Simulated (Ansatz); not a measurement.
Read the following structure.

```yaml
crystal:
  lattice:
    - [7.39125, 0.00000, 0.00000]
    - [0.00000, 6.48574, 0.00000]
    - [0.00000, 0.00000, 8.88031]
  atoms:
    - { symbol: Al, position: [0.31955, 0.00000, 0.00000] }
    - { symbol: Al, position: [0.68045, 0.00000, 0.50000] }
    - { symbol: Al, position: [0.68045, 0.00000, 0.00000] }
    - { symbol: Al, position: [0.31955, 0.00000, 0.50000] }
    - { symbol: Al, position: [0.50000, 0.64250, 0.09865] }
    - { symbol: Al, position: [0.50000, 0.35750, 0.59865] }
    - { symbol: Al, position: [0.50000, 0.64250, 0.40135] }
    - { symbol: Al, position: [0.50000, 0.35750, 0.90135] }
    - { symbol: Al, position: [0.31982, 0.29817, 0.25000] }
    - { symbol: Al, position: [0.68018, 0.70183, 0.75000] }
    - { symbol: Al, position: [0.68018, 0.29817, 0.25000] }
    - { symbol: Al, position: [0.31982, 0.70183, 0.75000] }
    - { symbol: Ru, position: [0.50000, 0.96421, 0.25000] }
    - { symbol: Ru, position: [0.50000, 0.03579, 0.75000] }
    - { symbol: Al, position: [0.81955, 0.50000, 0.00000] }
    - { symbol: Al, position: [0.18045, 0.50000, 0.50000] }
    - { symbol: Al, position: [0.18045, 0.50000, 0.00000] }
    - { symbol: Al, position: [0.81955, 0.50000, 0.50000] }
    - { symbol: Al, position: [0.00000, 0.14250, 0.09865] }
    - { symbol: Al, position: [0.00000, 0.85750, 0.59865] }
    - { symbol: Al, position: [0.00000, 0.14250, 0.40135] }
    - { symbol: Al, position: [0.00000, 0.85750, 0.90135] }
    - { symbol: Al, position: [0.81982, 0.79817, 0.25000] }
    - { symbol: Al, position: [0.18018, 0.20183, 0.75000] }
    - { symbol: Al, position: [0.18018, 0.79817, 0.25000] }
    - { symbol: Al, position: [0.81982, 0.20183, 0.75000] }
    - { symbol: Ru, position: [0.00000, 0.46421, 0.25000] }
    - { symbol: Ru, position: [0.00000, 0.53579, 0.75000] }
```

Interpret the file: composition, symmetry and coordination.

Answer. Chemical formula Al$_{6}$Ru. It belongs to space group Cmcm (No. 63) and has a base-centred orthorhombic lattice. Atoms per cell: 28 (24 Al, 4 Ru). Numbers of contacts at bonding distance: Al 11 and Ru 10.

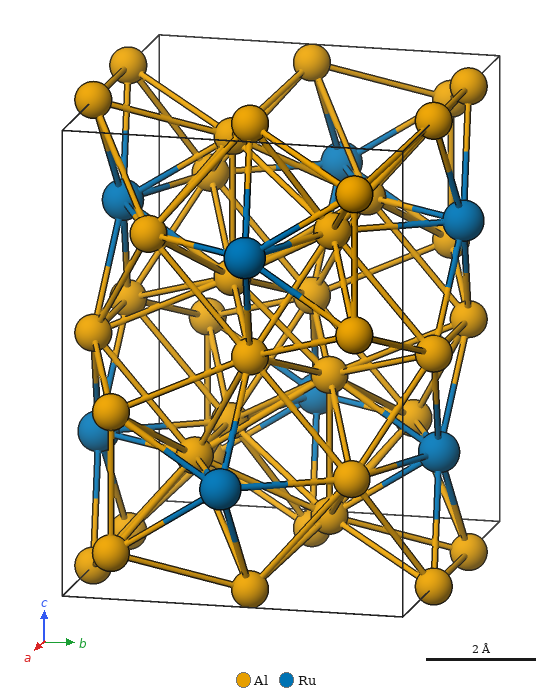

Ball-and-stick model, viewed slightly off an axis. The conventional unit cell is drawn as a box.

Its origin is a structure listed in the Materials Project. It was relaxed with Ansatz, DFT LDA, scalar-relativistic, plane waves, PAW.
